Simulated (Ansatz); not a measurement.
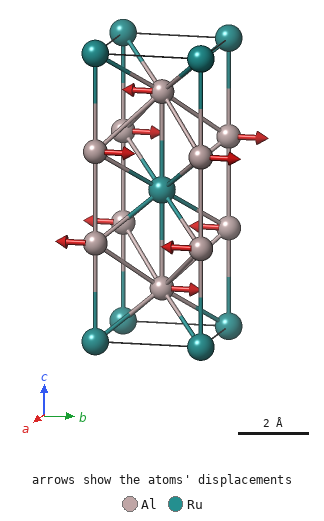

One vibrational mode of crystalline Al2Ru at the zone centre. The red arrows are the displacements of the atoms (eigenvector over the root of the mass), of arbitrary overall length and sign. The picture is a ball-and-stick view of the conventional cell (2 times the calculation's cell), seen slightly off an axis. Lengths and directions refer to the drawn axes.

All numbers below come from DFT PBEsol, scalar-relativistic, plane waves, PAW in Ansatz. (plane-wave cutoff 420 eV; k-point mesh 18 × 18 × 18; occupations fermi dirac; smearing width 0.15 eV; no spin polarisation)

The frequencies depend somewhat on the k-mesh and the smearing.

> What mode is this, and where does it lie in the spectrum?

This is the E_g mode (doubly degenerate; one member of the set is drawn) at 330 cm⁻¹, optical level 3 of 4, counted from below, Raman-active by symmetry. The Ru atoms stay at rest; all motion is along b; atoms of one kind move against one another, with no net shift of their sublattice.
